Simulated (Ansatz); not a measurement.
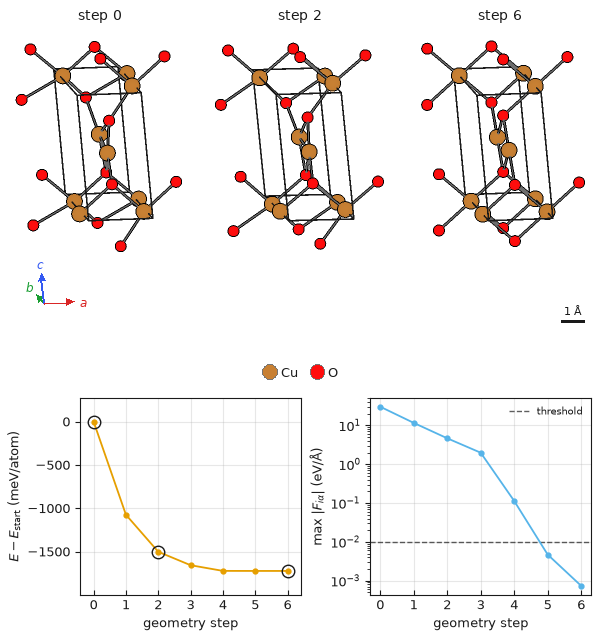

Frames of a relaxation of a crystal of CuO (set up in P1), marked on the history of the run. Style: ball-and-stick. Shown: the cell of the calculation, slightly off an axis.

Case: a zone-boundary wave of random shape, sigma 0.25 Å; relaxed back.

These are results of DFT PBEsol, scalar-relativistic, plane waves, PAW in Ansatz, not measurements. (plane-wave cutoff 420 eV; k-point mesh 12 × 8 × 8; occupations gaussian; smearing width 0.15 eV; no spin polarisation; cell and atoms relaxed; force threshold 0.01 eV/Å; at most 80 steps)

Question: What happens along the run?

Answer: The run was cut off at its time limit before the program reported convergence, but its last step already meets the force threshold: the largest component is 0.00073 eV/Å against 0.01 eV/Å. The pressure is within 0.01 GPa of its target. The largest moves relative to the cell, 0.42 Å, are those of O atoms. Largest moves by element: O 0.42 Å, Cu 0.40 Å. The drawn cell changes at constant volume: a 2.894 → 2.895 Å (0.0 %), b 5.788 → 5.789 Å (0.0 %), c unchanged at 5.857 Å, β 89.9° → 90.0°, γ 89.8° → 89.9°. Near-neighbour distances that change, for instance: Cu–O 2.612 → 1.928 Å, Cu–Cu 2.237 → 2.895 Å, Cu–O 1.287 → 1.928 Å, Cu–O 2.474 → 1.928 Å. New bonds form, among them: Cu–O (2.33 → 1.93 Å), Cu–O (2.47 → 1.93 Å), Cu–O (2.61 → 1.93 Å). Bond angles that change, for instance: Cu–O–Cu 135.9° → 115.8°, O–Cu–O 160.6° → 180.0°, O–Cu–O 162.7° → 180.0°. The space group (tolerance 0.01 Å) goes from P1 (No. 1) to P4_2/mmc (No. 131). After 6 geometry steps the energy has fallen by 1723 meV per atom. The largest force component goes from 30 to 0.00073 eV/Å. Pressure: 66.81 GPa at the start and 0.01 GPa at the end. From step 0 to 2: an O atom moves most (0.35 Å), volume −1.0 %, energy −1502 meV per atom. From step 2 to 6: an O atom moves most (0.27 Å), volume +1.1 %, energy −221 meV per atom.

Limits of the set-up: layers or molecules are held without a dispersion correction, so their spacing is unreliable.
